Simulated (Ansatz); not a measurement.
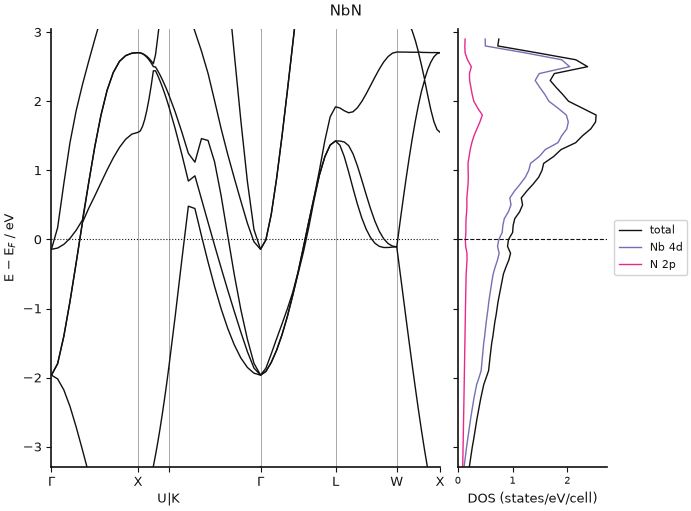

Band structure and density of states. Energies are counted from the Fermi level. The partial curves are projected on Löwdin-orthogonalised atomic shells.

**Which Bravais lattice do the labels of the path belong to?**

A face-centred cubic lattice: the path Γ–X–U|K–Γ–L–W–X runs through the special points of its Brillouin zone.

Calculation on NbN, space group Fm-3m, 2 atoms in the cell; a = 3.13 Å, b = 3.13 Å, c = 3.13 Å, α = 60.00°, β = 60.00°, γ = 60.00°.

Computed with Ansatz 0.2.0: DFT PBE, scalar-relativistic, plane waves, PAW, no spin polarisation, 16×16×16 k mesh, 420 eV cutoff, Gaussian smearing of 0.1 eV.

**Metal, semiconductor or insulator?**

A metal: 5 bands cross the Fermi level along this path.

**On which lines of the path do bands cross the Fermi level?**

Bands cross the Fermi level on Γ–X, K–Γ, Γ–L, L–W and W–X, and not on X–U.

**What is the density of states at the Fermi level?**

The density of states at the Fermi level is about 0.96 per eV and cell (mean within 0.25 eV), or 0.48 per atom.

**Which states dominate at the Fermi level?**

By projected weight, the states within 0.3 eV of the Fermi level are Nb 4d (80 %) and N 2p (15 %).
